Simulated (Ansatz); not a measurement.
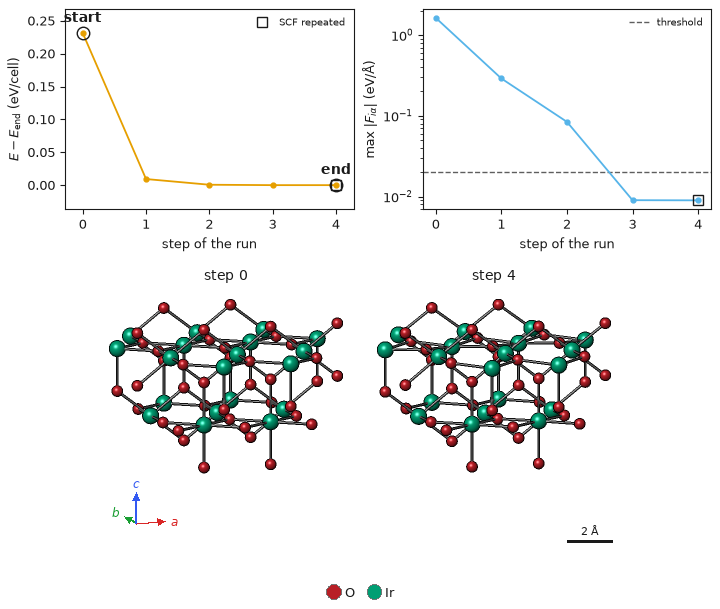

First and last geometry of a relaxation of a slab of composition IrO2 (cut from the P4_2/mnm phase), with the history of the run. Style: ball-and-stick. Shown: the atoms within 5.8 Å of the atom that moves most (axes of the 3 × 1 repeat of the cell, outlined in the plane, without the vacuum), slightly off an axis.

Case: (1 1 0) slab, atoms relaxed. The slab is the (1 1 0) face of IrO2.

Level of theory: Ansatz 0.2.0, DFT PBEsol, scalar-relativistic, plane waves, PAW. Set-up: plane-wave cutoff 420 eV; k-point mesh 11 × 6 × 1; occupations gaussian; smearing width 0.1 eV; no spin polarisation; dipole correction; atoms relaxed in a fixed cell; force threshold 0.02 eV/Å; at most 60 steps.

What do the curves and the structures tell?

Answer. It converged. The largest moves relative to the layer's centre, 0.071 Å, are those of O atoms. By element the largest moves are O 0.071 Å, Ir 0.060 Å. The cell doesn't change. Among the contacts that change: Ir–O 1.987 → 1.958 Å, Ir–O 1.953 → 1.926 Å, Ir–O 1.987 → 1.999 Å, Ir–O 1.953 → 1.961 Å. Bond angles that change, for instance: O–Ir–O 180.0° → 172.5°, O–Ir–O 90.0° → 93.8°, O–Ir–O 180.0° → 177.2°. Over 3 accepted moves (4 points after the start) the energy falls by 0.231 eV per cell of the calculation. The largest force component goes from 1.6 to 0.009 eV/Å. 1 step only repeated the SCF at the same geometry. Cost: 3 min on 2 threads of AMD EPYC 9R45 96-Core Processor (Zen 5), on a shared host, peak memory 2 GiB.

```tsv
step	E − E(0), meV/atom	largest force component, eV/Å	note
0	0.00	1.6330	
1	-9.25	0.2898	
2	-9.61	0.0841	
3	-9.64	0.0090	
4	-9.64	0.0090	same geometry, SCF repeated
```
